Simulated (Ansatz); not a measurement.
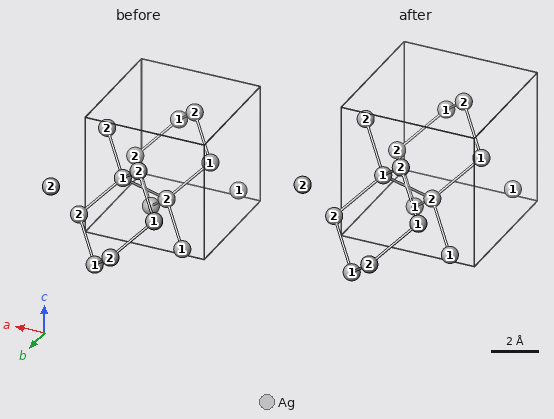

The structure of crystalline Ag (a generated structure, set up in Fd-3m) before (left) and after (right) a relaxation, at one scale.

A ball-and-stick model of the conventional cell (4 times the calculation's cell), repeated 1 × 2 × 1 with one cell outlined, seen from a free direction. Lengths and directions refer to the drawn axes.

Phase: diamond.

All numbers below come from DFT, BLYP, plane waves (420 eV) with PAW, scalar-relativistic (Ansatz). Set-up: plane-wave cutoff 420 eV; k-point mesh 10 × 10 × 10; occupations fermi dirac; smearing width 0.1 eV; no spin polarisation; cell and atoms relaxed; force threshold 0.01 eV/Å; at most 60 steps.

Q: Describe what moved and what it gained.

A: No atom moves by more than 0.005 Å relative to the cell. The drawn cell changes as follows: a = b = c 5.690 → 6.376 Å (+12.1 %); the volume changes by +40.7 %. Some distances before and after: Ag1–Ag2 2.464 → 2.761 Å. The space group stays Fd-3m (No. 227). After 6 accepted moves (8 points after the start) the energy has fallen by 434 meV per atom. All forces vanish by symmetry, so only the cell relaxes. Pressure: 21.49 GPa at the start and 0.04 GPa at the end. At 2 points the geometry stayed and the basis and grid were re-selected for the new cell (energy shift of 8.5 meV per atom at most each time).
